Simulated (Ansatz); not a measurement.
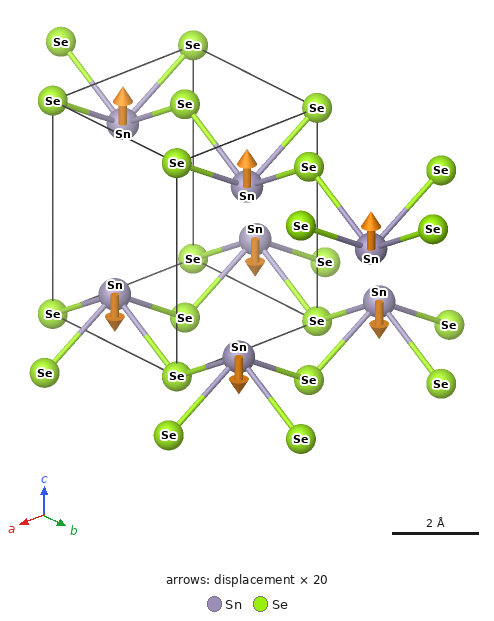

A symmetric starting cell of SnSe (made from another compound by putting Se in place of O). The orange arrows show how the atoms are displaced (without the part that the change of the cell carries along), magnified 20 times. Besides, the cell is strained by +0.6 % along c and +2.1 % across it (volume +4.7 %). A ball-and-stick model of the cell of the calculation, repeated 1 × 2 × 1 with one cell outlined, seen from a free direction.

Level of theory: Ansatz 0.2.0, DFT PBEsol, scalar-relativistic, plane waves, PAW. Settings: plane-wave cutoff 420 eV; k-point mesh 10 × 10 × 8; occupations gaussian; smearing width 0.1 eV; no spin polarisation.

### How are the atoms displaced, and what does the calculation give?

The Sn atoms are displaced by 0.05 Å relative to the cell. No relaxation follows. The starting cell wasn't computed here and needn't be at equilibrium, so pressure and forces aren't due to the change alone. The pressure is 15.3 GPa (not all of it need come from the change, since the unchanged cell can be under pressure at this level too). The principal stresses (compression positive) are 7.7 GPa along c and 19.1 GPa across it. The largest forces, 2.7 eV/Å, act on 2 Sn atoms of the calculation's cell. The forces point straight back along the displacements (cosine −1.00). Among the bonded contacts that change: Se–Sn 2.575 → 2.592 Å. The space group stays P4/nmm (No. 129).
